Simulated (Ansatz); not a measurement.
## Run report: HfSi2O6, geometry relaxation (part 2 of 2)

HfSi2O6 (C2, 9 atoms in the cell); DFT PBE, scalar-relativistic, plane waves, PAW, no spin polarisation (Ansatz 0.2.0); cutoff 420 eV, 6×6×4 k-mesh, fixed occupations. The structure was made by a generator, so it may or may not be a known phase.

Geometry of the input (Å; fractional positions):
```
4.9545  -2.5073  -0.0012
4.9545  2.5073  -0.0012
-0.1717  0.0000  5.8816
Hf 0.5415  0.4585  0.0000
Si 0.9867  0.5194  0.6552
Si 0.4806  0.0133  0.3448
O  0.1552  0.3051  0.4317
O  0.4297  0.7913  0.2024
O  0.2087  0.5703  0.7976
O  0.6949  0.8448  0.5683
O  0.6291  0.1253  0.1825
O  0.8747  0.3709  0.8175
```

```
basis re-selected at this cell: Δ(F+E_penalty+E_count) = +8.147e-4 eV, ΔP = -0.009 GPa vs the last step (what re-selecting the basis moved, of the pressure what is left beyond the Pulay correction that the steps carried, after the strain that the cell walked since its last selection, with what the two solves' SCF thresholds leave and, on support functions, any second-order correction that the steps lacked; it is no measure of the basis error at this ecutwfc). This SCF's stress stands 8.42e-3 GPa from its target on what of the cell is left free (relax.cell.stress_tol is 1.00e-2 GPa) and its largest allowed force component is 8.35e-4 eV/Å (relax.f_tol is 1.00e-3 eV/Å): within both
SCF converged after 7 iterations
Free energy (F): -20409.211998 eV
Harris-Foulkes:  -20409.211998 eV  (|F-HF|=1.09e-11)
Internal energy: -20409.211998 eV  (E = F + TS)
E sigma→0 (E₀):  -20409.211998 eV
Fermi energy:    2.895946 eV
--- Per-component energies (eV) ---
  E_band       = -525.553173
  E_kinetic    = 1571.832751
  E_local      = -11424.538720  (includes V_loc(G=0)·N_el)
  E_nonlocal   = -906.516683
  E_hartree    = 4980.412329
  E_xc         = -854.148432
  E_vxc        = -925.736401  (∫ρ·V_xc dr)
  E_paw        = -8906.282488  (= ΣΔE_a)
  E_vpaw       = 1198.565946  (= ΣTr[D̂ρ^β])
  E_aug_tail   = 0.015288  (compensation charges beyond the density's cutoff)
  E_ewald      = -4869.986042
  E_smearing   = -0.000000  (= −TS)
  E_closure    = 0.000000  (closes the sum)
  Σ components = -20409.211998   (vs F -20409.211998, Δ=0.00e0)
--- Forces (eV/Å), atoms counted from 1 ---
  atom   1  Hf    -0.00000000    -0.00000597     0.00000000
  atom   2  Si     0.00032067     0.00003681    -0.00081050
  atom   3  Si    -0.00032067     0.00003681     0.00081050
  atom   4  O     -0.00019805    -0.00024127    -0.00024254
  atom   5  O      0.00068086     0.00076864     0.00062308
  atom   6  O     -0.00068086     0.00076864    -0.00062308
  atom   7  O      0.00019805    -0.00024127     0.00024254
  atom   8  O     -0.00083516    -0.00056124     0.00055958
  atom   9  O      0.00083516    -0.00056124    -0.00055958
  max |Σ_I F_I| component: 8.42e-8 eV/Å
--- Stress (GPa, compression-positive) ---
        0.001663       0.000000      -0.004820
        0.000000      -0.004486       0.000000
       -0.004815       0.000000      -0.006124
  P = ⅓ Tr σ = -0.0030 GPa (-0.030 kbar)
--- Band table (eV; the first three rows and the last of 47) ---
  k-point 0: bands = ["-56.9752", "-25.9182", "-25.8798", "-25.8532", "-15.8381", "-14.3458", "-14.1067", "-13.9656", "-13.4307", "-13.3740", "-6.8759", "-6.8575", "-6.8417", "-6.8390", "-6.8255", "-6.8094", "-6.8023", "-4.8990", "-2.3723", "-2.2948", "-1.4797", "-1.2587", "-0.5424", "0.2319", "0.4532", "0.5329", "0.9552", "1.1760", "1.3710", "1.5555", "1.9257", "2.1008", "2.3180", "2.6083", "2.6402", "7.9261", "9.2535", "9.3400", "9.8919", "10.3115", "10.3830", "12.3113", "12.6753", "12.8295"]
  k-point 1: bands = ["-56.9752", "-25.9182", "-25.8798", "-25.8532", "-15.8040", "-14.3799", "-14.3161", "-13.7516", "-13.4388", "-13.3653", "-6.8950", "-6.8536", "-6.8423", "-6.8385", "-6.8255", "-6.8073", "-6.8022", "-4.9221", "-2.3538", "-2.1452", "-1.5533", "-1.2039", "-0.6472", "0.3310", "0.4762", "0.5663", "0.8638", "1.0480", "1.4624", "1.5033", "1.5807", "2.1895", "2.3228", "2.6504", "2.8302", "8.3915", "9.2767", "9.3106", "9.9042", "10.3414", "10.3975", "11.3385", "12.5854", "13.0947"]
  k-point 2: bands = ["-56.9752", "-25.9182", "-25.8800", "-25.8532", "-15.7664", "-14.5016", "-14.3342", "-13.6450", "-13.4453", "-13.3577", "-6.9112", "-6.8523", "-6.8427", "-6.8383", "-6.8255", "-6.8057", "-6.8021", "-4.9440", "-2.3347", "-1.9146", "-1.7096", "-1.1197", "-0.7714", "0.3256", "0.5668", "0.7221", "0.8489", "0.9633", "1.0048", "1.5458", "1.6826", "2.0902", "2.2920", "2.8328", "2.8959", "9.0468", "9.2677", "9.7647", "9.8122", "10.0972", "10.2847", "10.4008", "12.5110", "13.1724"]
  k-point 46: bands = ["-56.9752", "-25.9193", "-25.8795", "-25.8552", "-15.7693", "-14.3476", "-14.1017", "-13.8028", "-13.6740", "-13.4024", "-6.8555", "-6.8519", "-6.8450", "-6.8403", "-6.8257", "-6.8144", "-6.8030", "-4.8851", "-2.3991", "-1.8343", "-1.7038", "-1.3919", "-1.0544", "0.5193", "0.7707", "0.8267", "0.9950", "1.3432", "1.3897", "1.4678", "1.6804", "2.0678", "2.1259", "2.4250", "2.5095", "9.0083", "9.5637", "9.6682", "9.8250", "10.2784", "10.8879", "11.8492", "11.9171", "11.9491"]
--- Relaxed structure (5 steps of the walk, 5 accepted, 1 SCFs on fresh bases) ---
  F+E_penalty+E_count = -20409.21199785 eV   max|allowed force component| = 8.352e-4 eV/Å   (the final SCF, on the basis selected at the relaxed cell)
  cell:  # Å, volume = 145.9071 Å³
    - [4.9544984344324865, -2.504734819172581, -0.002899131940094584]
    - [4.9544984344324865, 2.504734819172581, -0.002899131940094583]
    - [-0.1737344495788514, 6.043298680530139e-19, 5.878853032331428]
  atoms:
    - { symbol: Hf, position: [0.5420879197797455, 0.45791208022025465, 0.0] }
    - { symbol: Si, position: [0.9866079934386015, 0.5196004043657884, 0.6551453806949544] }
    - { symbol: Si, position: [0.48039959563421164, 0.013392006561398419, 0.3448546193050455] }
    - { symbol: O, position: [0.15421855380734953, 0.30609701678004153, 0.43084358151525176] }
    - { symbol: O, position: [0.429779929226843, 0.7909437678169394, 0.20268961558747595] }
    - { symbol: O, position: [0.20905623218306066, 0.5702200707731571, 0.7973103844125241] }
    - { symbol: O, position: [0.6939029832199586, 0.8457814461926509, 0.5691564184847483] }
    - { symbol: O, position: [0.6295860701101246, 0.12461754289989453, 0.18251779725972206] }
    - { symbol: O, position: [0.8753824571001055, 0.37041392988987537, 0.817482202740278] }
```

**Trajectory as extended XYZ (Å, eV, eV/Å), 6 frames, from step=1 to step=6**
```
9
Lattice="4.9545 -2.5073 -0.0012 4.9545 2.5073 -0.0012 -0.1717 0.0000 5.8816" Properties=species:S:1:pos:R:3:forces:R:3 step=1 energy=-20409.21209 pressure_GPa=0.00
Hf    4.9545   -0.2079   -0.0012    0.0000   0.0015   0.0000
Si    7.3497   -1.1718    3.8517    0.0011  -0.0077   0.0019
Si    2.3877   -1.1718    2.0275   -0.0011  -0.0077  -0.0019
O     2.2064    0.3760    2.5384   -0.0029   0.0049  -0.0058
O     6.0149    0.9068    1.1889    0.0012   0.0022   0.0036
O     3.7226    0.9068    4.6903   -0.0012   0.0022  -0.0036
O     7.5310    0.3760    3.3408    0.0029   0.0049   0.0058
O     3.7066   -1.2632    1.0727    0.0012  -0.0002  -0.0010
O     6.0309   -1.2632    4.8065   -0.0012  -0.0002   0.0010
9
Lattice="4.9545 -2.5071 -0.0016 4.9545 2.5071 -0.0016 -0.1722 0.0000 5.8816" Properties=species:S:1:pos:R:3:forces:R:3 step=2 energy=-20409.21213 pressure_GPa=0.00
Hf    4.9545   -0.2081   -0.0016    0.0000  -0.0001   0.0000
Si    7.3493   -1.1717    3.8510   -0.0003  -0.0067   0.0016
Si    2.3876   -1.1717    2.0273    0.0003  -0.0067  -0.0016
O     2.2060    0.3762    2.5380   -0.0026   0.0052  -0.0053
O     6.0147    0.9066    1.1885    0.0003   0.0015   0.0022
O     3.7221    0.9066    4.6899   -0.0003   0.0015  -0.0022
O     7.5308    0.3762    3.3404    0.0026   0.0052   0.0053
O     3.7065   -1.2632    1.0725    0.0003   0.0001  -0.0004
O     6.0304   -1.2632    4.8059   -0.0003   0.0001   0.0004
9
Lattice="4.9548 -2.5059 -0.0035 4.9548 2.5059 -0.0035 -0.1744 0.0000 5.8809" Properties=species:S:1:pos:R:3:forces:R:3 step=3 energy=-20409.21242 pressure_GPa=0.00
Hf    4.9548   -0.2098   -0.0035    0.0000   0.0020   0.0000
Si    7.3480   -1.1708    3.8476   -0.0011  -0.0016   0.0006
Si    2.3872   -1.1708    2.0263    0.0011  -0.0016  -0.0006
O     2.2046    0.3779    2.5347    0.0003   0.0029  -0.0030
O     6.0145    0.9056    1.1864   -0.0016  -0.0015  -0.0014
O     3.7208    0.9056    4.6875    0.0016  -0.0015   0.0014
O     7.5306    0.3779    3.3391   -0.0003   0.0029   0.0030
O     3.7061   -1.2633    1.0715   -0.0020  -0.0008   0.0012
O     6.0291   -1.2633    4.8024    0.0020  -0.0008  -0.0012
9
Lattice="4.9552 -2.5047 -0.0027 4.9552 2.5047 -0.0027 -0.1735 0.0000 5.8783" Properties=species:S:1:pos:R:3:forces:R:3 step=4 energy=-20409.21280 pressure_GPa=-0.01
Hf    4.9552   -0.2109   -0.0027    0.0000  -0.0011   0.0000
Si    7.3500   -1.1696    3.8470   -0.0006  -0.0013   0.0039
Si    2.3868   -1.1696    2.0259    0.0006  -0.0013  -0.0039
O     2.2066    0.3808    2.5309   -0.0018   0.0010   0.0019
O     6.0137    0.9044    1.1884   -0.0012   0.0009   0.0009
O     3.7231    0.9044    4.6845    0.0012   0.0009  -0.0009
O     7.5302    0.3808    3.3420    0.0018   0.0010  -0.0019
O     3.7051   -1.2649    1.0704    0.0013  -0.0001   0.0018
O     6.0317   -1.2649    4.8025   -0.0013  -0.0001  -0.0018
9
Lattice="4.9545 -2.5047 -0.0029 4.9545 2.5047 -0.0029 -0.1737 0.0000 5.8789" Properties=species:S:1:pos:R:3:forces:R:3 step=5 energy=-20409.21281 pressure_GPa=0.01
Hf    4.9545   -0.2108   -0.0029    0.0000  -0.0001   0.0000
Si    7.3487   -1.1697    3.8471    0.0003   0.0000  -0.0008
Si    2.3866   -1.1697    2.0259   -0.0003   0.0000   0.0008
O     2.2058    0.3804    2.5315   -0.0002  -0.0002  -0.0002
O     6.0129    0.9046    1.1880    0.0007   0.0008   0.0007
O     3.7224    0.9046    4.6850   -0.0007   0.0008  -0.0007
O     7.5295    0.3804    3.3415    0.0002  -0.0002   0.0002
O     3.7050   -1.2648    1.0708   -0.0008  -0.0006   0.0006
O     6.0303   -1.2648    4.8022    0.0008  -0.0006  -0.0006
9
Lattice="4.9545 -2.5047 -0.0029 4.9545 2.5047 -0.0029 -0.1737 0.0000 5.8789" Properties=species:S:1:pos:R:3:forces:R:3 step=6 energy=-20409.21200 pressure_GPa=-0.00
Hf    4.9545   -0.2108   -0.0029    0.0000   0.0000   0.0000
Si    7.3487   -1.1697    3.8471    0.0003   0.0000  -0.0008
Si    2.3866   -1.1697    2.0259   -0.0003   0.0000   0.0008
O     2.2058    0.3804    2.5315   -0.0002  -0.0002  -0.0002
O     6.0129    0.9046    1.1880    0.0007   0.0008   0.0006
O     3.7224    0.9046    4.6850   -0.0007   0.0008  -0.0006
O     7.5295    0.3804    3.3415    0.0002  -0.0002   0.0002
O     3.7050   -1.2648    1.0708   -0.0008  -0.0006   0.0006
O     6.0303   -1.2648    4.8022    0.0008  -0.0006  -0.0006
```

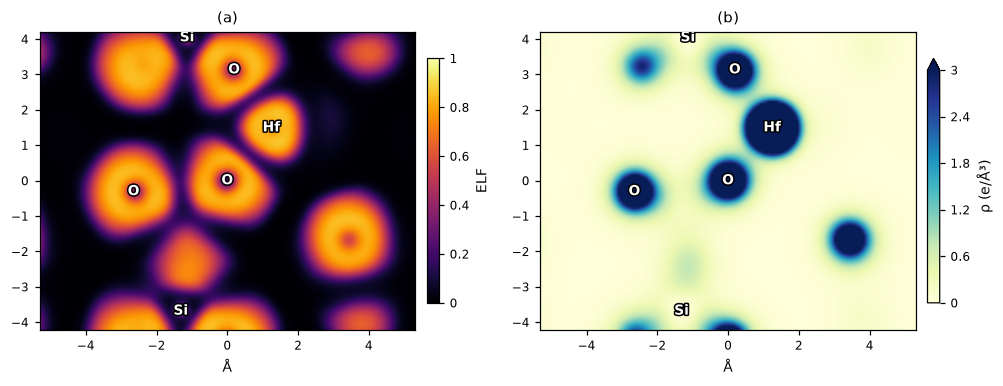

Figure 1. (a) ELF; (b) valence electron density on the (011) plane of the conventional cell. Atoms in the plane: Hf, Si and O. Hf–O (1.94 Å): ρ is about 1.1 e/Å³ halfway; the ELF peaks at about 0.80 in the valence shell of O, 0.6 Å from its nucleus, and drops to about 0.20 between the two atoms. Away from the nuclei the density in this plane falls to 0.003 e/Å³ at its lowest. The strong features right at Hf lie inside the PAW spheres (semicore, d or f shells) and say nothing about bonding. The fields are those of the smooth PAW valence density.

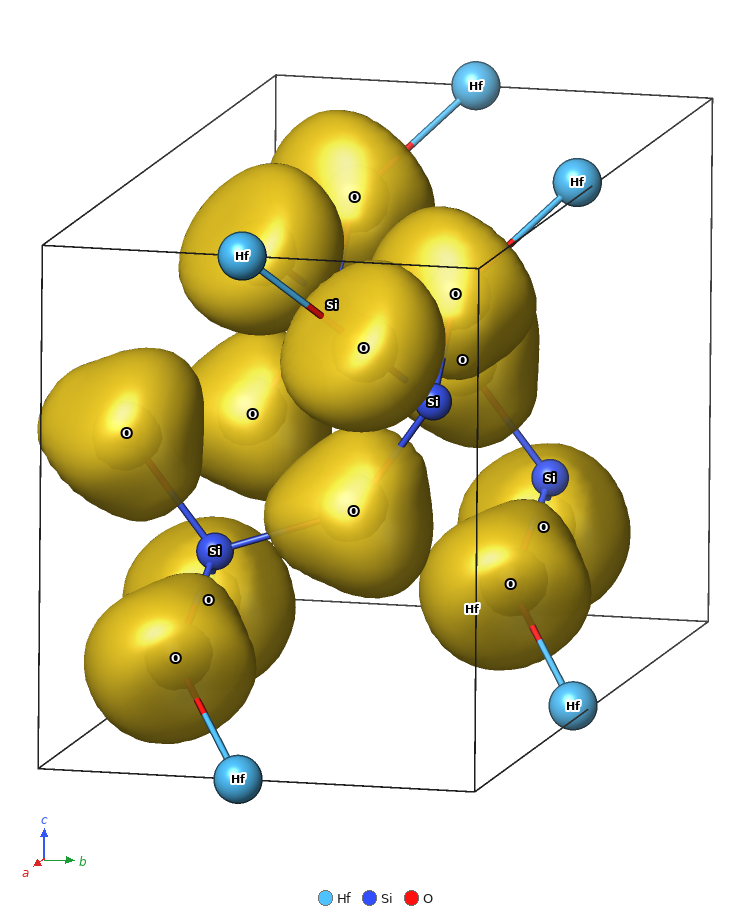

Figure 2. Isosurface of the electron localisation function at 0.7 (yellow), seen slightly off an axis. Only the valence region is drawn (cores and ρ < 0.01 e/Å³ removed). Sticks mark near contacts. The outline is the cell set on symmetry axes. Values along the shortest contacts: Si–O (1.63 Å): the ELF peaks at about 0.85 between the atoms (a shared but strongly polarised pair). Hf–O (1.94 Å): the ELF peaks at about 0.80 in the valence shell of O, 0.6 Å from its nucleus, and drops to about 0.20 between the two atoms.

**Key numbers**

| quantity | value |
| --- | --- |
| outcome | converged |
| space group (tolerance 0.01 Å) | C2 (5) |
| electrons treated | 70 |
| free energy | −20409.2120 eV |
| Fermi energy | 2.896 eV |
| gap on the k-point mesh | 5.03 eV |
| pressure | 0.00 GPa |
| final volume | 145.91 Å³ |
| largest force (length of the vector) at the end | 0.001 eV/Å |
| final cell | a = 5.552 Å, b = 5.552 Å, c = 5.881 Å, α = 91.54°, β = 91.54°, γ = 53.64° |
| hardware | 1 thread of Intel Xeon @ 2.50GHz (Skylake/Cascade Lake), 189 GiB of memory available, shared host |
| wall time | 5.9 min |
| peak memory | 0.55 GiB |

Spin–orbit coupling is left out, which matters for Hf.
